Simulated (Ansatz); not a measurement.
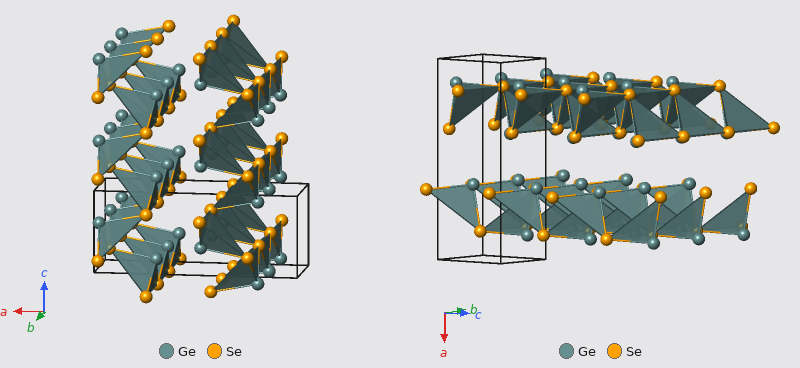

Polyhedra are drawn about Ge (bonds: Ge–Se below 2.9 Å); other atoms are plain spheres. Two views of the same piece.

GeSe (space group Pnma, No. 62): the end point of a relaxation with DFT PBE+D3(BJ), scalar-relativistic, plane waves, PAW (Ansatz 0.2.0).

Sharing among the drawn polyhedra:

```tsv
site	polyhedron	corner-sharing neighbours	edge-sharing	face-sharing	bond (Å)
Ge	GeSe3 trigonal pyramid	6	0	0	2.58–2.60
```

They form layers of corner-sharing trigonal pyramids parallel to (100).
